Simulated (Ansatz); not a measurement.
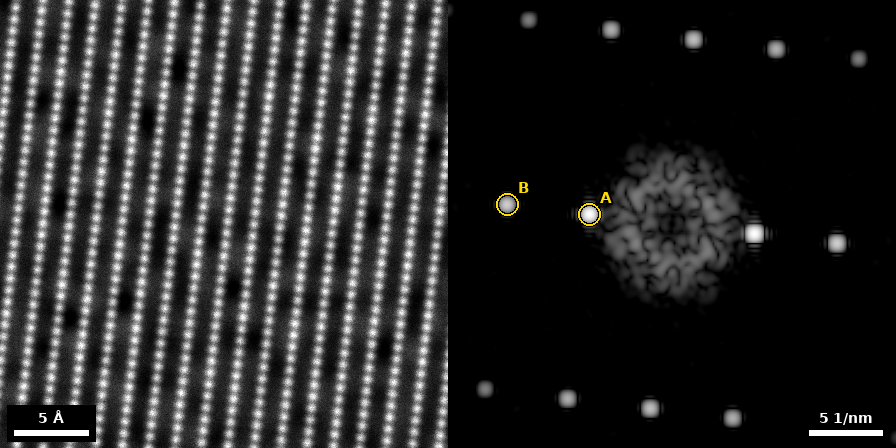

HAADF-like image of C (Pm-3m, No. 221) along [210]. Simulation: incoherent imaging, intensity Z^1.7 per atom, probe width 0.55 Å, thin sample. Shot noise and the speckle of an amorphous layer were added. Model: the geometry relaxed with DFT, PBEsol, plane waves (420 eV) with PAW, scalar-relativistic in Ansatz 0.2.0; the starting structure was generated, so it need not be a known form of this composition.

The right panel is the modulus of the image's Fourier transform on a logarithmic scale.

a = 1.755 Å, b = 1.755 Å, c = 1.755 Å, α = 90.00°, β = 90.00°, γ = 90.00°

Question: Index the marked spots and give their plane spacings (the zone axis points at the viewer; indices equivalent by symmetry, or all signs reversed, are as good).

Answer: A: (0 0 -1), d = 1.75 Å; B: (0 0 -2), d = 0.88 Å. A and B enclose 0°, and every spot obeys the zone law hu + kv + lw = 0 for [210].
